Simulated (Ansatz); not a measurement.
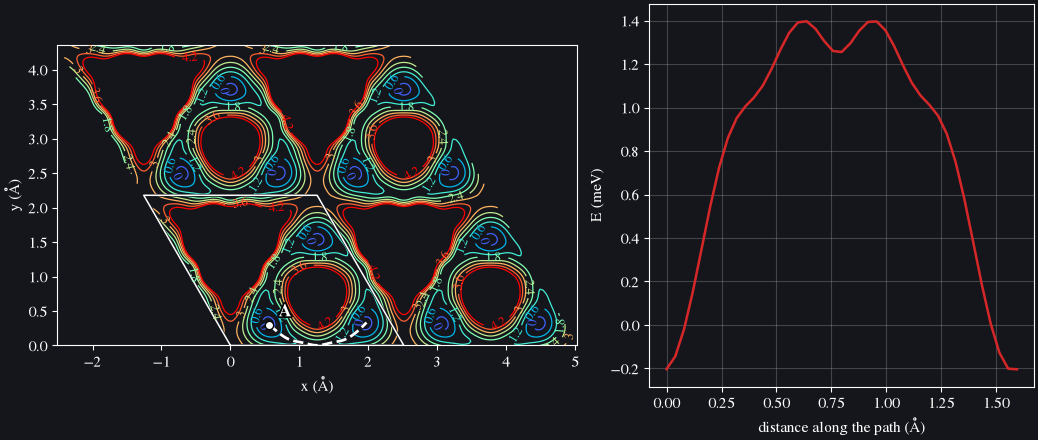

Si on a C(111) slab cut from the Fd-3m phase, its upper half relaxed before the scan (24 atoms of substrate and one adsorbate in a 2 × 2 cell). Si is moved over the surface cell at a fixed height above a rigid substrate; the origin of the map has the adsorbate above C21; the height is held at 3.10 Å. Places are given modulo a cell vector. The map is drawn in real space over the plane of the surface. Grid: 6 × 6 points; 10 points were computed and 26 follow by symmetry. Places are given in fractions of the 1 × 1 surface cell. All energies are given in meV relative to the lowest grid point. At a fixed height the lowest place need not be the adsorption site. All numbers below come from DFT PBE+D3(BJ), scalar-relativistic, plane waves, PAW (Ansatz). Settings: cutoff 420 eV, k-mesh 6×6×1, gaussian smearing 0.05 eV, spin-polarised.

Drawn: contour lines labelled in meV (none above 4.2), a line along the lowest path, the outline of one cell of the 2 × 2 shown, the energy along the path at the right, the start A. Between grid points the surface is interpolated.

Q: Describe the path and its barrier.

A: The easiest path leads from the well at about (0.29, 0.14) of the cell vectors to a well of about the same depth at (5/6, 1/6) of the cell vectors [nearest 1 C at 3.18 Å]. Its highest point lies about 1.6 meV above the bottom of the first well on the interpolated surface, at about (0.45, 0.01) of the cell vectors. This is the barrier on the constrained surface; relaxing the other coordinates would change it. On the way the path dips through a shallower well, about 0.14 meV deep.

PAW datasets: the set soft_1.
